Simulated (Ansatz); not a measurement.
# Single-point calculation of Al$_{5}$Ru$_{4}$

The run: single-point calculation of Al$_{5}$Ru$_{4}$ (slab, 9 atoms in the cell). Method and program: DFT PBEsol, scalar-relativistic, plane waves, PAW, no spin polarisation (Ansatz 0.2.0).

The structure derives from a Materials Project entry. It belongs to a series of runs on one base structure; here: (0 0 1) slab cut from the bulk. Figures and captions count atoms from 1; the log counts them from 0 in places.

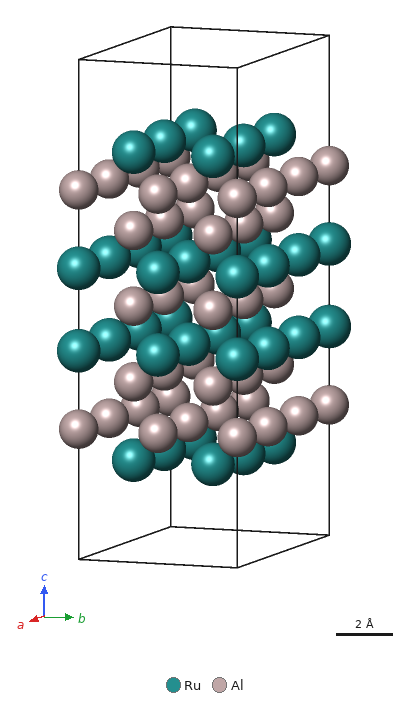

*The structure as given in the input (spheres-only view of the 3 × 2 repeat of the cell, with the vacuum cut short, seen slightly off an axis). An atom can appear more than once, as a periodic image.*

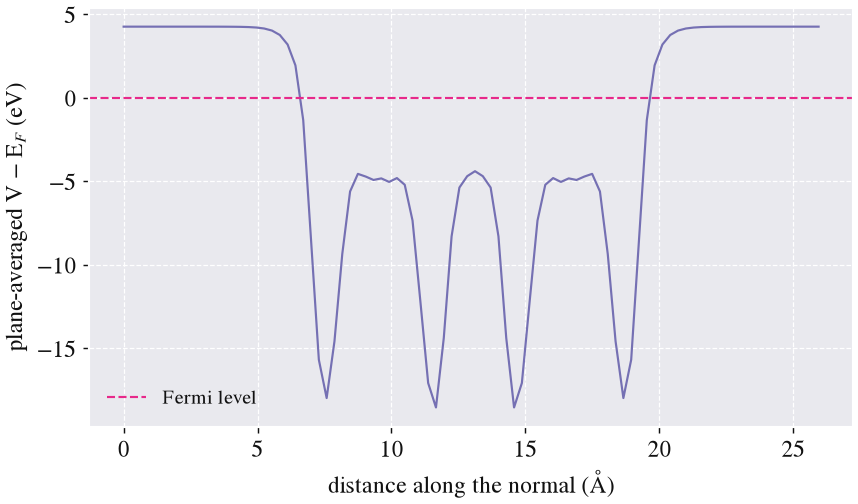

*Plane average of the electrostatic potential energy of an electron across the cell, from the Fermi level.*

The vacuum level lies 4.25 eV above the Fermi level.

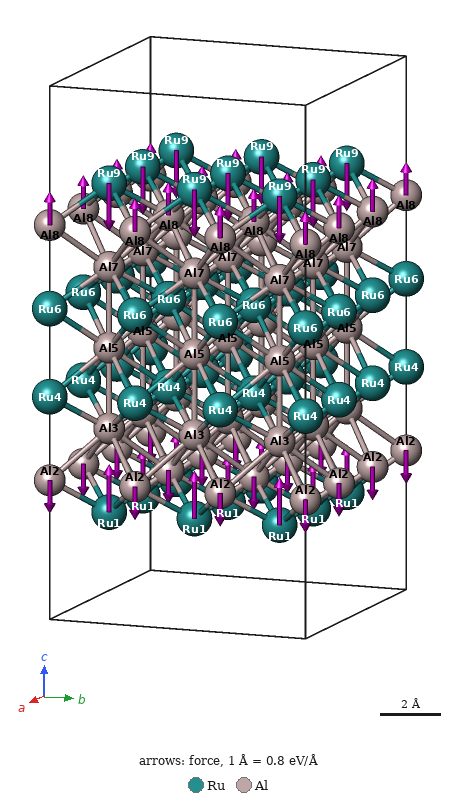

*Forces on the atoms as pink arrows (ball-and-stick view of the 3 × 3 repeat of the cell, with the vacuum cut short, seen slightly off an axis; atoms are numbered from 1 in the order of the input).*

The largest act on Ru1, Ru9 (1.31 eV/Å); Al2, Al8 (0.92 eV/Å). The geometry is not a stationary point of this energy.

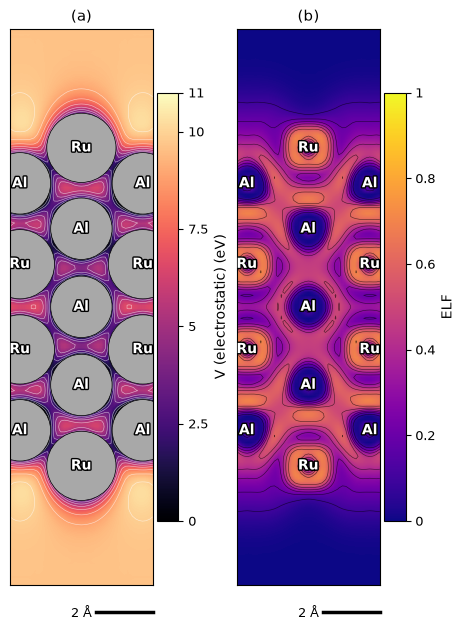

*(a) electrostatic potential (local pseudopotential plus Hartree) felt by an electron; (b) ELF on the (11̄0) plane of the calculation cell, a cut from vacuum to vacuum. Grey discs, where drawn, cover atomic cores.*

Atoms in the plane: Ru and Al. Al–Ru (2.51 Å): the ELF is about 0.45 at the midpoint; no localised pair between them. Al–Al (2.70 Å): the ELF is about 0.50 at the midpoint; no localised pair between them. Al–Ru (2.64 Å): the ELF is about 0.40 at the midpoint; no shared electron pair. Al–Al (2.76 Å): the ELF is about 0.45 at the midpoint; no localised pair between them. The strong features right at Ru lie inside the PAW spheres (semicore, d or f shells) and say nothing about bonding. The fields are those of the smooth PAW valence density.

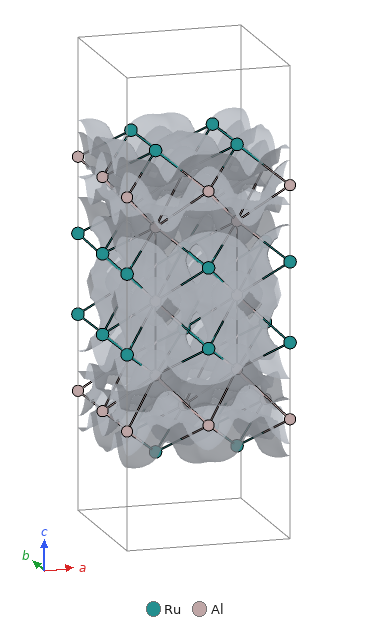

*Isosurface of the electron localisation function at 0.4 (grey), seen slightly off an axis. Only the valence region is drawn (cores and ρ < 0.01 e/Å³ removed). Sticks mark near contacts.*

Profiles from the grid: Al–Ru (2.51 Å): the ELF is about 0.45 at the midpoint; no localised pair between them. Al–Al (2.70 Å): the ELF is about 0.50 at the midpoint (no localised pair between them).

These pictures come from the run below.

**Input file**
```yaml
crystal:
  lattice:
    - [3.0733627996, 0.0, 0.0]
    - [0.0, 3.0733627996, 0.0]
    - [0.0, 0.0, 26.2400481182]
  atoms:
    - { symbol: Ru, position: [0.5, 0.5, 0.2858226466] }
    - { symbol: Al, position: [0.0, 0.0, 0.333663836] }
    - { symbol: Al, position: [0.5, 0.5, 0.3947729298] }
    - { symbol: Ru, position: [0.0, 0.0, 0.4426141191] }
    - { symbol: Al, position: [0.5, 0.5, 0.5] }
    - { symbol: Ru, position: [0.0, 0.0, 0.5573858809] }
    - { symbol: Al, position: [0.5, 0.5, 0.6052270702] }
    - { symbol: Al, position: [0.0, 0.0, 0.666336164] }
    - { symbol: Ru, position: [0.5, 0.5, 0.7141773534] }
basis:
  ecutwfc: 420
kpoints:
  mp_grid: { grid: [11, 11, 1] }
hamiltonian:
  xc: pbesol
scf:
  occupations: { method: gaussian, width: 0.1 }
output:
  forces: true
  stress: true
  eigenvalues: true
  write_density: true
  write_potential: true
  elf: true
  volumetric_format: npy
efield:
  axis: 3
  dipole_correction: true
  ramp_width: 0.04
```

Command:
```bash
ansatz run input.yaml --threads 1 --pin off --max-ram 2560MiB --backend cpu --events-out ev --progress --plain --runs-dir out
```

**The program's output**
```
Engine: ansatz 0.2.0, x86_64-unknown-linux-gnu
Pseudopotentials: kind: paw
Pseudopotential: Ru, paw, valence charge 16, recommended cutoff 420 eV (normal), Ru.paw.azcp
Pseudopotential: Al, paw, valence charge 3, recommended cutoff 420 eV (normal), Al.paw.azcp
Functional definition: PBEsol
  exchange = pbesol_x
  correlation = pbesol_c
Crystal: 9 atoms, lattice volume = 247.852 Å³
Basis set: ecut = 420 eV, 4887 PW (Γ), exchange–correlation on 48×48×360 points (8 copies of the dense FFT grid, shifted against one another)
Bands: 49, of which v1, the nominal top of the filled ones, is band 40 counted from 1 (39 counted from 0)
Symmetry: 8 space group operations
k-points: 21 of 121
Non-local potential: Ru, projectors of the file, l = 0: 3, l = 1: 2, l = 2: 2, l = 3: 1
Non-local potential: Al, projectors of the file, l = 0: 2, l = 1: 2, l = 2: 1
PAW form: soft (Blöchl's): semilocal exchange-correlation on the pseudo side does not see the compensation charge
PAW frozen core: Ru, regenerated for the run's functional, and the local potential with it (the file was generated under x = pbe(κ = 0.804, μ = 0.2195149727645171), c = pbe(β = 0.06672455060314922))
PAW frozen core: Al, regenerated for the run's functional, and the local potential with it (the file was generated under x = pbe(κ = 0.804, μ = 0.2195149727645171), c = pbe(β = 0.06672455060314922))
PAW one-centre angular grid: Ru, 590 points (default); XC on 64 Gauss nodes
PAW one-centre angular grid: Al, 110 points (default); XC on 64 Gauss nodes
Initial density: superposition of atomic densities (neutral atoms: chi_scale 0, normalization atom), corrected by the library's trained network
Initial wavefunctions: pseudopotential atomic-orbital guess
Functional: x = pbesol(κ = 0.804, μ = 0.12345679012345678), c = pbesol(β = 0.046)
SCF iter   1: F=—  HF=-25890.001082 eV  |F-HF|=—  |Δ(HF+E_count)|=         —  Δρ=5.79e-3  dr2=2.00e-1  ethr=1.77e-3  p=0.000 e·Å  D=8.21e-14 V/Å  ΔV_dip=-0.00 eV  dr2_dipole=1.45e-6  V_vac-E_F(+/−)=4.57/4.57 eV  ⟨swp⟩=10.0  Hψ=5242  notcnv=0  defer=4
efield: sawtooth ramp at fractional position 0.9800 (placed from the atoms, in the widest stretch of the axis that holds none; the zero of the levels goes with the place), width 0.0400; the density the first Hamiltonian is built on has a dipole p = 0.000 e·Å; the dipole correction subtracts the counter field D = 8.21e-14 V/Å, which shifts the + side's vacuum level by -0.00 eV against the − side's; the planar-averaged density in the ramp window peaks in size at 5.8e-5 e/Å³
preconditioner: auto → LDOS  [metal: Δε(μ)=0.031 eV  Ē_g=5.457 eV  σ=0.100 eV  W_gap=0.17  n_scr=46 (ndim 8)  ℏωp=16.2 eV  f_vac=0.440  D(μ)=5.47/eV (n_scr^D=16)  β→1.0]
SCF iter   2: F=—  HF=-25889.984377 eV  |F-HF|=—  |Δ(HF+E_count)|=   1.67e-2  Δρ=2.65e-3  dr2=2.24e-2  ethr=2.53e-4  p=-0.000 e·Å  D=-1.56e-6 V/Å  ΔV_dip=0.00 eV  dr2_dipole=4.33e-6  V_vac-E_F(+/−)=4.32/4.32 eV  ⟨swp⟩=2.2  Hψ=1690  notcnv=0  defer=67
SCF iter   3: F=—  HF=-25889.982496 eV  |F-HF|=—  |Δ(HF+E_count)|=   1.88e-3  Δρ=9.81e-4  dr2=3.54e-3  ethr=2.84e-5  p=-0.000 e·Å  D=-8.97e-6 V/Å  ΔV_dip=0.00 eV  dr2_dipole=1.18e-7  V_vac-E_F(+/−)=4.27/4.27 eV  ⟨swp⟩=2.9  Hψ=2123  notcnv=0  defer=67
SCF iter   4: F=—  HF=-25889.981948 eV  |F-HF|=—  |Δ(HF+E_count)|=   5.48e-4  Δρ=2.82e-4  dr2=4.05e-4  ethr=4.49e-6  p=-0.000 e·Å  D=-2.50e-6 V/Å  ΔV_dip=0.00 eV  dr2_dipole=1.84e-8  V_vac-E_F(+/−)=4.26/4.26 eV  ⟨swp⟩=2.4  Hψ=1602  notcnv=0  defer=67
SCF iter   5: F=—  HF=-25889.981952 eV  |F-HF|=—  |Δ(HF+E_count)|=   3.76e-6  Δρ=1.51e-4  dr2=7.26e-5  ethr=5.12e-7  p=-0.000 e·Å  D=-1.87e-6 V/Å  ΔV_dip=0.00 eV  dr2_dipole=1.15e-10  V_vac-E_F(+/−)=4.26/4.26 eV  ⟨swp⟩=2.1  Hψ=1411  notcnv=0  defer=67
SCF iter   6: F=—  HF=-25889.981876 eV  |F-HF|=—  |Δ(HF+E_count)|=   7.58e-5  Δρ=4.25e-5  dr2=4.24e-6  ethr=9.19e-8  p=-0.000 e·Å  D=-5.69e-7 V/Å  ΔV_dip=0.00 eV  dr2_dipole=1.74e-10  V_vac-E_F(+/−)=4.25/4.25 eV  ⟨swp⟩=2.4  Hψ=1537  notcnv=0  defer=55
SCF iter   7: F=—  HF=-25889.981882 eV  |F-HF|=—  |Δ(HF+E_count)|=   6.23e-6  Δρ=1.30e-5  dr2=6.68e-7  ethr=5.37e-9  p=-0.000 e·Å  D=-2.37e-7 V/Å  ΔV_dip=0.00 eV  dr2_dipole=8.79e-11  V_vac-E_F(+/−)=4.25/4.25 eV  ⟨swp⟩=2.9  Hψ=1900  notcnv=0  defer=55
SCF iter   8: F=-25889.981883 eV  HF=-25889.981883 eV  |F-HF|=1.18e-7  |Δ(HF+E_count)|=   8.84e-7  Δρ=3.58e-6  dr2=2.50e-8  ethr=1.27e-10  p=-0.000 e·Å  D=-2.27e-8 V/Å  ΔV_dip=0.00 eV  dr2_dipole=1.20e-11  V_vac-E_F(+/−)=4.25/4.25 eV  ⟨swp⟩=19.7  Hψ=9458  notcnv=0
SCF 1 converged in 8 iterations: F = -25889.981883 eV  dr2 = 2.50e-8
  greatest PAW one-centre occupation: 0.999 electrons in one spin orbital (limit 2), on the Ru atom at site 0 (counted from 0), in its partial waves of l = 0
WARN: The output density's exchange-correlation potential varies sharply where the density is thin. Do not read a vacuum level from v_tot or v_xc, or from such a field of the output density. On a cell that repeats whose density bears no net charge and no dipole along the vacuum's axis use v_es (v_loc + v_h of the components); under efield.dipole_correction with no amplitude use v_es + v_field, which holds any external_charges[].barrier, or the levels of the report's work_function block, which leave it out; under a non-zero efield.amplitude the vacuum is tilted and has no level; on a cell that repeats and bears such a dipole with no correction it is tilted too, and efield.dipole_correction with no amplitude gives each side of its ramp a level where efield: is served; in a cell that repeats whose density bears a net charge (total_charge, or a fill off its count) it is curved and has none; of a slab under crystal.periodic whose density bears no net charge use v_es, which has a level on each side, short of where the two are joined; of another it falls or rises all the way out and has none; of a slab beside external_charges read slab_vacuum_level instead, which it has where they leave it neutral. The grid or the basis barely resolves most such structure, and the values can differ between equally converged runs; as a rule a tighter scf.convergence.dr2_threshold does not remove it. Where the density itself ripples (under the LDA too) a higher basis.ecutwfc lessens it. The files hold the spikes' plane waves up to the density's cutoff. Files: v_tot_of_output_density and the like, and their columns of v_z.tsv (output.write_potential); v_xc_of_output_density and the like, and their columns of v_comp_z.tsv (output.write_potential_components). Measured: with its Gaussian average of σ = 0.25 Å subtracted twice, the exchange-correlation potential is over 0.1 eV at 133 of the grid points where the equally averaged density (valence and model cores) is under 1e-3 e/Å³, and 0.301 eV at the most among them, at an averaged density of 2.0e-8 e/Å³. The input density's (outcome.potential() and, of a run that writes arrays, v_tot and v_xc) is over 0.1 eV, so measured, at 592 points of its own thin density, 0.224 eV at the most. See output.write_potential in the manual, Limitations
SCF converged after 8 iterations
Free energy (F): -25889.981883 eV
Harris-Foulkes:  -25889.981883 eV  (|F-HF|=1.18e-7)
Internal energy: -25889.952829 eV  (E = F + TS)
E sigma→0 (E₀):  -25889.967356 eV
Entropy (-TS):   -0.029054 eV (-3.228 meV/atom)
Fermi energy:    5.365786 eV
Dipole field:    D = 0.000004 V/Å  (p = 0.000006 e·Å, saw-weighted, corrected)
Work function:   Φ+ = 4.2514 eV   Φ− = 4.2515 eV
Levels:          The Fermi level and band energies are counted from a zero that moves with the ramp; work functions are not
--- Per-component energies (eV) ---
  E_band       = -1288.091157
  E_kinetic    = 2192.484267
  E_local      = -66838.564405  (includes V_loc(G=0)·N_el)
  E_nonlocal   = 1440.338447
  E_hartree    = 31969.078324
  E_xc         = -957.861670
  E_vxc        = -1104.043785  (∫ρ·V_xc dr)
  E_paw        = -15877.616455  (= ΣΔE_a)
  E_vpaw       = -916.463992  (= ΣTr[D̂ρ^β])
  E_aug_tail   = -0.000770  (compensation charges beyond the density's cutoff)
  E_efield     = 0.000000  (sawtooth field / dipole correction)
  E_vefield    = 0.000000  (∫n·V_field dr)
  E_ewald      = 22181.080554
  E_core_change = 1.108879  (= ΣΔE_core)
  E_smearing   = -0.029054  (= −TS)
  E_closure    = 0.000000  (closes the sum)
  Σ components = -25889.981883   (vs F -25889.981883, Δ=0.00e0)
--- Forces (eV/Å), atoms counted from 1 ---
  atom   1  Ru    -0.00000000     0.00000000     1.31176751
  atom   2  Al     0.00000000     0.00000000    -0.91601947
  atom   3  Al    -0.00000000     0.00000000    -0.22025230
  atom   4  Ru     0.00000000     0.00000000    -0.17569523
  atom   5  Al    -0.00000000     0.00000000     0.00000011
  atom   6  Ru    -0.00000000     0.00000000     0.17569443
  atom   7  Al     0.00000000     0.00000000     0.22025190
  atom   8  Al    -0.00000000     0.00000000     0.91601761
  atom   9  Ru     0.00000000     0.00000000    -1.31176610
  max |Σ_I F_I| component: 1.54e-6 eV/Å
--- Stress (GPa, compression-positive) ---
       -1.927390       0.000000      -0.000000
        0.000000      -1.927390       0.000000
       -0.000000       0.000000      -3.234027
  P = ⅓ Tr σ = -2.3629 GPa (-23.629 kbar)
--- Band table (eV; the first three rows and the last of 21) ---
  k-point 0: bands = ["-66.5328", "-66.5257", "-66.1791", "-66.1791", "-36.6199", "-36.5602", "-36.5602", "-36.5519", "-36.5519", "-36.5235", "-36.2440", "-36.2440", "-36.1679", "-36.1679", "-36.1679", "-36.1679", "-4.8155", "-4.4410", "-2.9367", "-1.4609", "0.2349", "0.7896", "1.5066", "1.7205", "2.0868", "2.6991", "2.7019", "3.7081", "3.7594", "3.7594", "3.8466", "4.5086", "4.5086", "4.9228", "4.9228", "4.9842", "4.9842", "5.0437", "5.1678", "5.6669", "5.6805", "5.7552", "5.7552", "8.1762", "9.3837", "9.8805", "10.0552", "10.0552", "10.3010"]
  k-point 1: bands = ["-66.5319", "-66.5248", "-66.1783", "-66.1783", "-36.6184", "-36.5731", "-36.5645", "-36.5591", "-36.5508", "-36.5223", "-36.2429", "-36.2429", "-36.1799", "-36.1799", "-36.1669", "-36.1669", "-4.6765", "-4.3138", "-2.8160", "-1.3107", "0.3291", "0.9241", "1.5612", "1.7630", "2.1333", "2.7423", "2.7509", "3.4093", "3.7890", "3.8444", "3.9574", "4.2628", "4.5264", "4.6499", "4.7504", "4.8424", "4.9465", "4.9936", "5.0102", "5.6304", "5.6305", "5.9212", "5.9371", "8.2582", "9.1595", "9.4986", "9.7176", "10.0347", "10.2926"]
  k-point 2: bands = ["-66.5296", "-66.5225", "-66.1761", "-66.1761", "-36.6145", "-36.6075", "-36.5983", "-36.5561", "-36.5478", "-36.5190", "-36.2398", "-36.2398", "-36.2120", "-36.2120", "-36.1642", "-36.1642", "-4.2675", "-3.9382", "-2.4679", "-0.8790", "0.5499", "1.2924", "1.7145", "1.8161", "2.1740", "2.7331", "2.8211", "3.1883", "3.7614", "3.8696", "3.8808", "3.9490", "4.3475", "4.3885", "4.4060", "4.4905", "4.7113", "4.9556", "5.0059", "5.3424", "5.3428", "6.2346", "6.2584", "7.9739", "8.0404", "9.0604", "9.7821", "10.0702", "10.4350"]
  k-point 20: bands = ["-66.5114", "-66.5045", "-66.1587", "-66.1587", "-36.6987", "-36.6985", "-36.6885", "-36.6883", "-36.5860", "-36.4946", "-36.2990", "-36.2990", "-36.2988", "-36.2988", "-36.2159", "-36.2159", "-0.9116", "-0.2476", "0.5698", "0.8022", "0.8538", "1.0938", "1.3042", "1.4184", "1.9519", "2.1494", "2.6401", "3.0705", "3.1012", "3.4517", "3.5325", "3.7073", "3.9810", "4.0179", "5.7899", "5.9097", "6.0625", "6.3005", "6.3505", "6.5481", "6.6932", "6.7794", "6.9483", "7.3347", "7.5499", "7.5722", "7.8269", "8.1238", "9.1637"]
```

**Results in brief**

- outcome: converged
- electrons treated: 79
- free energy: −25889.9819 eV
- work function, top face: 4.25 eV
- work function, bottom face: 4.25 eV
- Fermi energy: 5.366 eV
- gap on the k-point mesh: none (metallic)
- work function (upper face): 4.25 eV
- largest force (length of the vector): 1.312 eV/Å
- hardware: 1 thread of Intel Xeon @ 2.50GHz (Skylake/Cascade Lake), 189 GiB of memory available, shared host
- wall time: 65 s
- peak memory: 0.53 GiB

Warnings of the run: the exchange-correlation potential is rough where the density is thin.
